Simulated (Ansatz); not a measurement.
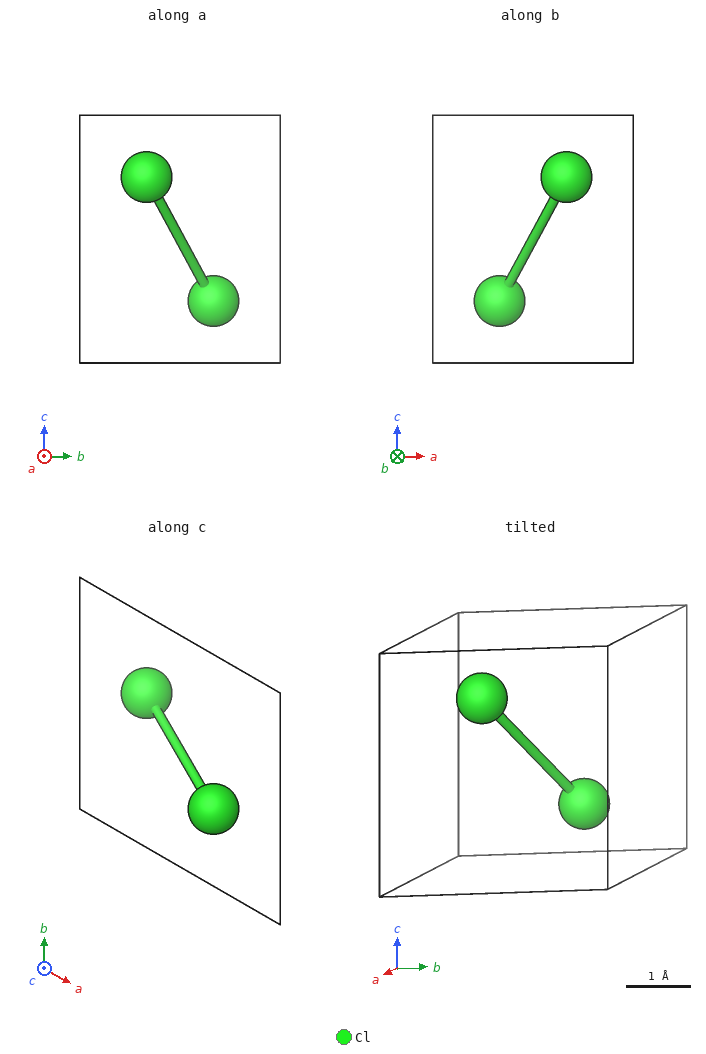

Ball-and-stick drawing of the structure, looking along the a axis, along the b axis, along the c axis and slightly off an axis. The lines enclose the conventional unit cell; boundary atoms appear with their images.

Lattice parameters: a = 3.6681 Å, b = 3.6681 Å, c = 3.9242 Å, α = 90.000°, β = 90.000°, γ = 120.000°.

**From the views, write a CIF with its space group and independent sites.**

```cif
data_structure
_symmetry_space_group_name_H-M 'P 63/m m c'
_symmetry_Int_Tables_number 194
_cell_length_a 3.6681
_cell_length_b 3.6681
_cell_length_c 3.9242
_cell_angle_alpha 90.000
_cell_angle_beta 90.000
_cell_angle_gamma 120.000
_cell_volume 45.73
loop_
_atom_site_label
_atom_site_type_symbol
_atom_site_symmetry_multiplicity
_atom_site_Wyckoff_symbol
_atom_site_fract_x
_atom_site_fract_y
_atom_site_fract_z
_atom_site_occupancy
Cl1 Cl 2 c 0.3333 0.6667 0.2500 1
```

Origin of the cell: a structure type filled with this element by a generator (whether the element takes this form wasn't checked). Earlier steps of the study may have refined or changed the cell and positions. It went into a calculation with Ansatz.
